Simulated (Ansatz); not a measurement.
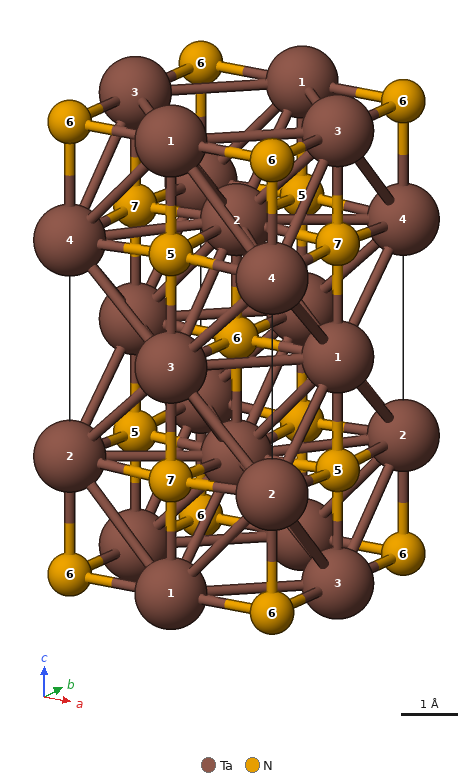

**Figure 1.** The input geometry (ball-and-stick view of the cell 2 times as large as that of the calculation, set on its symmetry axes, seen at an oblique angle; atoms are numbered from 1 in the order of the input). An atom can appear more than once, as a periodic image. Near neighbours in the periodic cell (some may lie outside the picture): Ta has 4 N at 2.14 to 2.18 Å and 12 Ta at 2.99 to 3.12 Å; Ta has 5 N at 2.18 to 2.23 Å and 12 Ta at 2.99 to 3.12 Å; N has 6 Ta at 2.14 to 2.23 Å.

# Ta₄N₃: geometry relaxation (part 1 of 2)

Ta₄N₃ (I4/mmm, 7 atoms in the cell), computed with DFT PBEsol, scalar-relativistic, plane waves, PAW, no spin polarisation (Ansatz 0.2.0).

The structure derives from a Materials Project entry. Figures and captions count atoms from 1; the log counts them from 0 in places.

## The input
```yaml
crystal:
  lattice:
    - [-2.1785610367, 2.1785610367, 4.2733274932]
    - [2.1785610367, -2.1785610367, 4.2733274932]
    - [2.1785610367, 2.1785610367, -4.2733274932]
  atoms:
    - { symbol: Ta, position: [0.0, 0.5, 0.5] }
    - { symbol: Ta, position: [0.261086927, 0.261086927, 0.0] }
    - { symbol: Ta, position: [0.5, 0.0, 0.5] }
    - { symbol: Ta, position: [0.738913073, 0.738913073, 0.0] }
    - { symbol: "N", position: [0.75, 0.25, 0.5] }
    - { symbol: "N", position: [0.0, 0.0, 0.0] }
    - { symbol: "N", position: [0.25, 0.75, 0.5] }
basis:
  ecutwfc: 420
kpoints:
  mp_grid: { grid: [12, 12, 12] }
hamiltonian:
  xc: pbesol
scf:
  occupations: { method: gaussian, width: 0.1 }
output:
  forces: true
  stress: true
  eigenvalues: true
  write_density: true
  write_potential: true
  elf: true
  volumetric_format: npy
relax:
  adjacent_minimum: "off"
  f_tol: 0.005
  max_steps: 80
  cell: { stress_tol: 0.05 }
```

Run as:
```bash
ansatz run input.yaml --threads 2 --pin off --max-ram 5120MiB --backend cpu --events-out ev --progress --plain --runs-dir out
```

## Output
```
Engine: ansatz 0.2.0, x86_64-unknown-linux-gnu
Pseudopotentials: kind: paw
Pseudopotential: Ta, paw, valence charge 13, recommended cutoff 420 eV (normal), Ta.paw.azcp
Pseudopotential: N, paw, valence charge 5, recommended cutoff 420 eV (normal), N.paw.azcp
Functional definition: PBEsol
  exchange = pbesol_x
  correlation = pbesol_c
Crystal: 7 atoms, lattice volume = 81.127 Å³
Basis set: ecut = 420 eV, 1583 PW (Γ), exchange–correlation on 72×72×72 points (8 copies of the dense FFT grid, shifted against one another)
Bands: 41, of which v1, the nominal top of the filled ones, is band 34 counted from 1 (33 counted from 0)
Symmetry: 16 space group operations
Space group: I4/mmm (ITA 139), of the structure as read, at distance tolerance 4.3e-5 Å
k-points: 163 of 1728
Non-local potential: Ta, projectors of the file, l = 0: 3, l = 1: 2, l = 2: 2, l = 3: 1
Non-local potential: N, projectors of the file, l = 0: 2, l = 1: 2, l = 2: 1
PAW form: soft (Blöchl's): semilocal exchange-correlation on the pseudo side does not see the compensation charge
PAW frozen core: Ta, regenerated for the run's functional, and the local potential with it (the file was generated under x = pbe(κ = 0.804, μ = 0.2195149727645171), c = pbe(β = 0.06672455060314922))
PAW frozen core: N, regenerated for the run's functional, and the local potential with it (the file was generated under x = pbe(κ = 0.804, μ = 0.2195149727645171), c = pbe(β = 0.06672455060314922))
PAW one-centre angular grid: Ta, 590 points (default); XC on 64 Gauss nodes
PAW one-centre angular grid: N, 110 points (default); XC on 64 Gauss nodes
Initial density: superposition of atomic densities (neutral atoms: chi_scale 0, normalization atom), corrected by the library's trained network
Initial wavefunctions: pseudopotential atomic-orbital guess
Functional: x = pbesol(κ = 0.804, μ = 0.12345679012345678), c = pbesol(β = 0.046)
SCF iter   1: F=—  HF=-40369.193770 eV  |F-HF|=—  |Δ(HF+E_count)|=         —  Δρ=1.71e-2  dr2=3.08e-1  ethr=1.77e-3  ⟨swp⟩=5.1  Hψ=25838  notcnv=0
preconditioner: auto → Kerker (q_TF=auto, 2.643 Å⁻¹)  [metal: Δε(μ)=0.010 eV  Ē_g=8.949 eV  σ=0.100 eV  W_gap=0.05  n_scr=30 (ndim 8)  ℏωp=24.4 eV  f_vac=0.000  D(μ)=2.15/eV (n_scr^D=14)]
SCF iter   2: F=—  HF=-40369.132374 eV  |F-HF|=—  |Δ(HF+E_count)|=   6.14e-2  Δρ=5.58e-3  dr2=2.57e-2  ethr=4.60e-4  ⟨swp⟩=2.0  Hψ=10955  notcnv=0  defer=208
SCF iter   3: F=—  HF=-40369.127542 eV  |F-HF|=—  |Δ(HF+E_count)|=   4.83e-3  Δρ=2.61e-3  dr2=5.23e-3  ethr=3.83e-5  ⟨swp⟩=1.9  Hψ=6709  notcnv=0  defer=208
SCF iter   4: F=—  HF=-40369.126131 eV  |F-HF|=—  |Δ(HF+E_count)|=   1.41e-3  Δρ=4.76e-4  dr2=1.82e-4  ethr=7.81e-6  ⟨swp⟩=2.6  Hψ=10259  notcnv=0  defer=208
SCF iter   5: F=—  HF=-40369.126089 eV  |F-HF|=—  |Δ(HF+E_count)|=   4.26e-5  Δρ=1.52e-4  dr2=1.55e-5  ethr=2.72e-7  ⟨swp⟩=2.0  Hψ=8885  notcnv=0  defer=208
SCF iter   6: F=—  HF=-40369.126074 eV  |F-HF|=—  |Δ(HF+E_count)|=   1.46e-5  Δρ=4.33e-5  dr2=1.08e-6  ethr=2.32e-8  ⟨swp⟩=2.0  Hψ=9299  notcnv=0  defer=270
SCF iter   7: F=-40369.126074 eV  HF=-40369.126074 eV  |F-HF|=6.02e-8  |Δ(HF+E_count)|=   2.07e-7  Δρ=1.08e-5  dr2=9.72e-8  ethr=1.49e-10  ⟨swp⟩=15.1  Hψ=49900  notcnv=0
SCF 1 converged in 7 iterations: F = -40369.126074 eV  dr2 = 9.72e-8
  greatest PAW one-centre occupation: 1.000 electrons in one spin orbital (limit 2), on the Ta atom at site 2 (counted from 0), in its partial waves of l = 0
relax step   1: F+E_penalty+E_count = -40369.12607385 eV  Δ(F+E_penalty+E_count) = +0.000e0 eV  max|allowed force component| = 2.627e-2 eV/Å  Δτ_max = 0.0000 Å  P = -0.090 GPa  Ω = 81.127 Å³  (7 SCF iters, dr2 threshold 1.00e-7 eV, accepted)
Crystal: 7 atoms, lattice volume = 81.110 Å³
Initial density: handed on by an earlier stage of this run
Initial wavefunctions: those handed on with the density
iter 1 solved again at ethr=6.39e-8 eV; its pass at ethr=3.10e-3 eV (dr2=4.28e-5 eV) is discarded
SCF iter   1: F=—  HF=-40369.126210 eV  |F-HF|=—  |Δ(HF+E_count)|=         —  Δρ=2.10e-4  dr2=3.93e-5  ethr=6.39e-8  ⟨swp⟩=2.0  Hψ=28694  notcnv=0
preconditioner: auto → Kerker (q_TF=auto, 2.643 Å⁻¹)  [metal: Δε(μ)=0.016 eV  Ē_g=9.030 eV  σ=0.100 eV  W_gap=0.09  n_scr=30 (ndim 8)  ℏωp=24.4 eV  f_vac=0.000  D(μ)=2.34/eV (n_scr^D=14)]
SCF iter   2: F=—  HF=-40369.126192 eV  |F-HF|=—  |Δ(HF+E_count)|=   1.77e-5  Δρ=1.12e-4  dr2=1.17e-5  ethr=5.86e-8  ⟨swp⟩=1.9  Hψ=7628  notcnv=0
SCF iter   3: F=—  HF=-40369.126189 eV  |F-HF|=—  |Δ(HF+E_count)|=   3.21e-6  Δρ=3.41e-5  dr2=1.98e-6  ethr=1.74e-8  ⟨swp⟩=2.1  Hψ=7895  notcnv=0
SCF iter   4: F=—  HF=-40369.126188 eV  |F-HF|=—  |Δ(HF+E_count)|=   5.39e-7  Δρ=1.15e-5  dr2=8.34e-8  ethr=2.96e-9  ⟨swp⟩=2.0  Hψ=9287  notcnv=0
SCF iter   5: F=-40369.126188 eV  HF=-40369.126188 eV  |F-HF|=1.40e-9  |Δ(HF+E_count)|=   2.40e-8  Δρ=1.90e-6  dr2=2.32e-9  ethr=1.03e-10  ⟨swp⟩=8.9  Hψ=40172  notcnv=0
SCF 2 converged in 5 iterations: F = -40369.126188 eV  dr2 = 2.32e-9
relax step   2: F+E_penalty+E_count = -40369.12618820 eV  Δ(F+E_penalty+E_count) = -1.144e-4 eV  max|allowed force component| = 8.779e-3 eV/Å  Δτ_max = 0.0019 Å  P = -0.012 GPa  Ω = 81.110 Å³  energy of the carried Pulay correction = +4.363e-5 eV  (5 SCF iters, dr2 threshold 6.87e-8 eV, accepted)
Crystal: 7 atoms, lattice volume = 81.116 Å³
iter 1 solved again at ethr=1.95e-8 eV; its pass at ethr=3.10e-3 eV (dr2=1.31e-5 eV) is discarded
SCF iter   1: F=—  HF=-40369.126198 eV  |F-HF|=—  |Δ(HF+E_count)|=         —  Δρ=1.19e-4  dr2=1.26e-5  ethr=1.95e-8  ⟨swp⟩=2.8  Hψ=31800  notcnv=0
preconditioner: auto → Kerker (q_TF=auto, 2.643 Å⁻¹)  [metal: Δε(μ)=0.015 eV  Ē_g=9.030 eV  σ=0.100 eV  W_gap=0.09  n_scr=30 (ndim 8)  ℏωp=24.4 eV  f_vac=0.000  D(μ)=2.35/eV (n_scr^D=14)]
SCF iter   2: F=—  HF=-40369.126185 eV  |F-HF|=—  |Δ(HF+E_count)|=   1.39e-5  Δρ=6.64e-5  dr2=4.20e-6  ethr=1.88e-8  ⟨swp⟩=1.4  Hψ=6834  notcnv=0
SCF iter   3: F=—  HF=-40369.126183 eV  |F-HF|=—  |Δ(HF+E_count)|=   1.26e-6  Δρ=2.28e-5  dr2=7.93e-7  ethr=6.26e-9  ⟨swp⟩=2.0  Hψ=9161  notcnv=0
SCF iter   4: F=—  HF=-40369.126183 eV  |F-HF|=—  |Δ(HF+E_count)|=   1.97e-7  Δρ=7.62e-6  dr2=4.47e-8  ethr=1.18e-9  ⟨swp⟩=2.0  Hψ=9290  notcnv=0
SCF iter   5: F=-40369.126183 eV  HF=-40369.126183 eV  |F-HF|=9.60e-10  |Δ(HF+E_count)|=   1.36e-8  Δρ=1.38e-6  dr2=1.48e-9  ethr=1.64e-11  ⟨swp⟩=8.3  Hψ=39290  notcnv=0
SCF 3 converged in 5 iterations: F = -40369.126183 eV  dr2 = 1.48e-9
relax step   3: F+E_penalty+E_count = -40369.12618306 eV  Δ(F+E_penalty+E_count) = +5.140e-6 eV  max|allowed force component| = 1.029e-3 eV/Å  Δτ_max = 0.0010 Å  P = -0.030 GPa  Ω = 81.116 Å³  energy of the carried Pulay correction = +2.991e-5 eV  (5 SCF iters, dr2 threshold 1.10e-8 eV, accepted)
Initial wavefunctions: pseudopotential atomic-orbital guess (no wavefunctions were taken with the density)
iter 1 solved again at ethr=2.19e-8 eV; its pass at ethr=3.10e-3 eV (dr2=1.47e-5 eV) is discarded
SCF iter   1: F=—  HF=-40369.126161 eV  |F-HF|=—  |Δ(HF+E_count)|=         —  Δρ=1.88e-6  dr2=1.76e-9  ethr=2.19e-8  ⟨swp⟩=4.1  Hψ=47543  notcnv=0
preconditioner: auto → Kerker (q_TF=auto, 2.643 Å⁻¹)  [metal: Δε(μ)=0.015 eV  Ē_g=9.030 eV  σ=0.100 eV  W_gap=0.09  n_scr=30 (ndim 8)  ℏωp=24.4 eV  f_vac=0.000  D(μ)=2.34/eV (n_scr^D=14)]
SCF iter   2: F=—  HF=-40369.126150 eV  |F-HF|=—  |Δ(HF+E_count)|=   1.07e-5  Δρ=1.00e-6  dr2=4.20e-10  ethr=2.63e-12  ⟨swp⟩=3.1  Hψ=14408  notcnv=0
SCF iter   3: F=—  HF=-40369.126150 eV  |F-HF|=—  |Δ(HF+E_count)|=  3.64e-11  Δρ=4.99e-7  dr2=1.06e-10  ethr=1.00e-12  ⟨swp⟩=1.1  Hψ=6692  notcnv=0
SCF iter   4: F=-40369.126150 eV  HF=-40369.126150 eV  |F-HF|=0.00e0  |Δ(HF+E_count)|=  1.46e-11  Δρ=1.34e-7  dr2=1.73e-11  ethr=1.00e-12  ⟨swp⟩=7.8  Hψ=32122  notcnv=0
SCF 4 converged in 4 iterations: F = -40369.126150 eV  dr2 = 1.73e-11
relax step   4: F+E_penalty+E_count = -40369.12615003 eV  Δ(F+E_penalty+E_count) = +3.303e-5 eV  max|allowed force component| = 1.010e-3 eV/Å  Δτ_max = 0.0000 Å  P = -0.030 GPa  Ω = 81.116 Å³  stress off target by 3.59e-2 GPa  SCF on the basis re-selected at this cell (its energy is not comparable with the rows above)  (4 SCF iters)
```

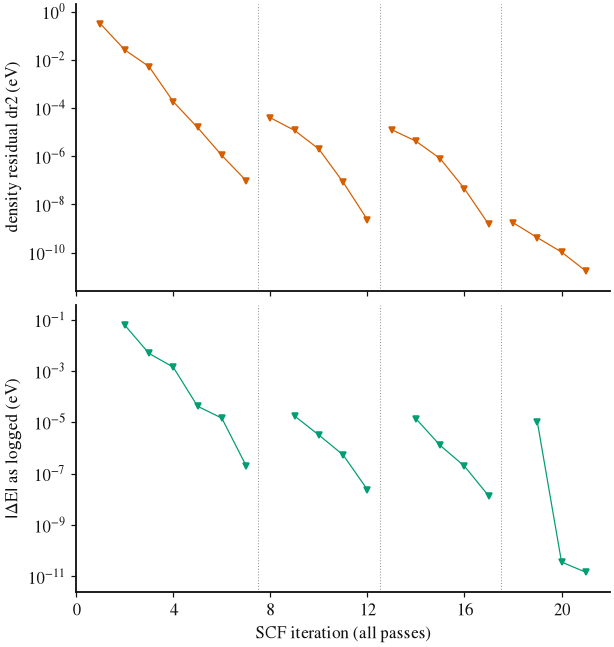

**Figure 2.** Convergence of the self-consistent field: density residual dr2 and size of the energy change against the SCF iteration. The dotted lines part the SCF passes of the relaxation: geometry steps, rejected trials and re-solves on a re-selected basis. The passes take 7, 5, 5 and 4 iterations.

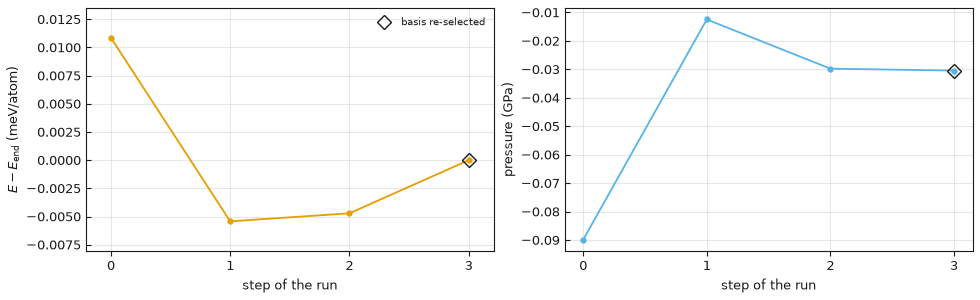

**Figure 3.** Progress of the relaxation, step by step (the first geometry is step 0 here and step 1 in the log). The atoms keep their places (all moves are under 0.005 Å). The cell stays as it was. The space group stays I4/mmm (No. 139). The energy falls by next to nothing (0.0 meV per atom) in 2 geometry steps. Largest force component: 0.026 eV/Å at the start, 0.001 eV/Å at the end. The pressure goes from −0.09 to −0.03 GPa. A last SCF at the same geometry on a re-selected plane-wave basis shifts the energy by +0.0 meV per atom. (Atoms are counted from 1 in the order of the input.)

```
basis re-selected at this cell: Δ(F+E_penalty+E_count) = +3.303e-5 eV, ΔP = -0.001 GPa vs the last step (what re-selecting the basis moved, of the pressure what is left beyond the Pulay correction that the steps carried, after the strain that the cell walked since its last selection, with what the two solves' SCF thresholds leave and, on support functions, any second-order correction that the steps lacked; it is no measure of the basis error at this ecutwfc). This SCF's stress stands 3.59e-2 GPa from its target on what of the cell is left free (relax.cell.stress_tol is 5.00e-2 GPa) and its largest allowed force component is 1.01e-3 eV/Å (relax.f_tol is 5.00e-3 eV/Å): within both
SCF converged after 4 iterations
Free energy (F): -40369.126150 eV
Harris-Foulkes:  -40369.126150 eV  (|F-HF|=0.00e0)
Internal energy: -40369.114426 eV  (E = F + TS)
E sigma→0 (E₀):  -40369.120288 eV
Entropy (-TS):   -0.011724 eV (-1.675 meV/atom)
Fermi energy:    20.729161 eV
--- Per-component energies (eV) ---
  E_band       = -243.316633
  E_kinetic    = 1870.568067
  E_local      = -2359.095065  (includes V_loc(G=0)·N_el)
  E_nonlocal   = 206.060361
  E_hartree    = 805.758522
  E_xc         = -1052.481154
  E_vxc        = -1051.199673  (∫ρ·V_xc dr)
  E_paw        = -33459.574051  (= ΣΔE_a)
  E_vpaw       = -521.168296  (= ΣTr[D̂ρ^β])
  E_aug_tail   = 0.000923  (compensation charges beyond the density's cutoff)
  E_ewald      = -6381.290910
  E_core_change = 0.938882  (= ΣΔE_core)
  E_smearing   = -0.011724  (= −TS)
  E_closure    = -0.000000  (closes the sum)
  Σ components = -40369.126150   (vs F -40369.126150, Δ=0.00e0)
```
